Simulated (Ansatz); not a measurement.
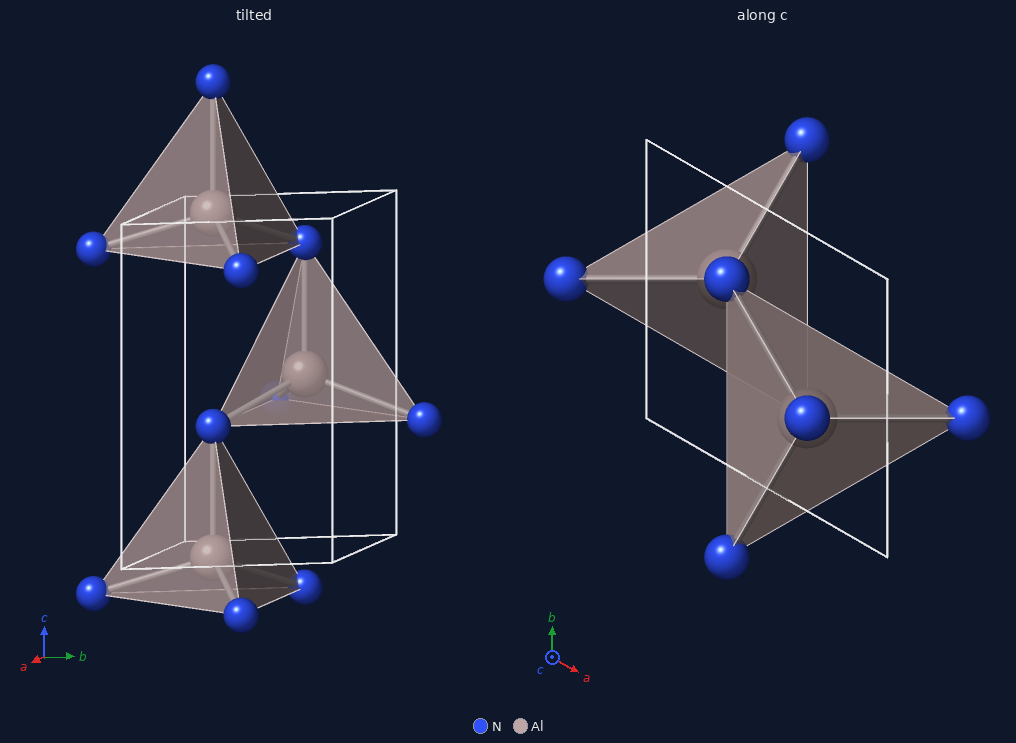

The figure gives a polyhedral picture of the atoms, viewed slightly off an axis and along the c axis. The edges of the conventional unit cell are marked. Some neighbours outside the box are added. Cell: a = 3.19 Å, b = 3.19 Å, c = 5.12 Å, α = 90.00°, β = 90.00°, γ = 120.00°.

Shown is an entry, possibly a prediction, of the Crystallography Open Database, scaled to 104.3 % of the listed volume, as it stood before any relaxation. It went into a calculation with Ansatz.

> In words:

The solid is AlN. The lattice is primitive hexagonal and the space group P6_3mc (No. 186). The prototype is wurtzite. The cell has 4 atoms, namely 2 Al, 2 N. The polyhedra are AlN4 tetrahedra; they share corners. Around each N lie four Al in a tetrahedral arrangement at about 1.9 Å. Al bonds to four N in a tetrahedral arrangement at about 1.9 Å.

Electronic-structure method: Ansatz, DFT, PAW plane waves, PBEsol. Parameters: cutoff 420 eV, a 9×9×5 k-point grid, Gaussian smearing of 0.012 eV, no spin polarisation.

> Predict the gap.

An insulator at this level, with a gap of 3.49 eV on the k-mesh.

> List the Bader charges.

Al +2.41 e; N -2.41 e.

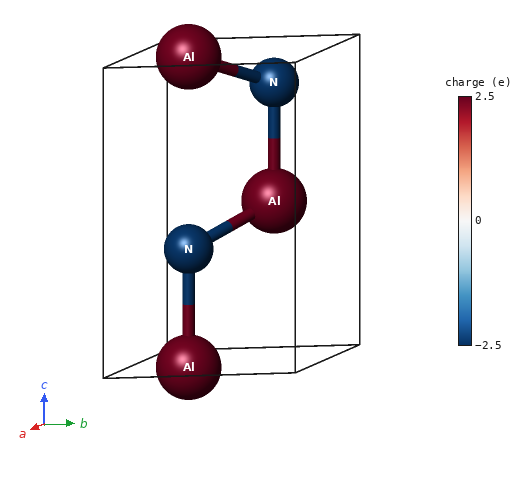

The atoms coloured by those charges. The run's cell of 4 atoms is drawn.

> Are forces and stress small enough to call this relaxed?

No. All forces vanish to within 0.01 eV/Å. The pressure is -12.8 GPa, so the cell would contract.
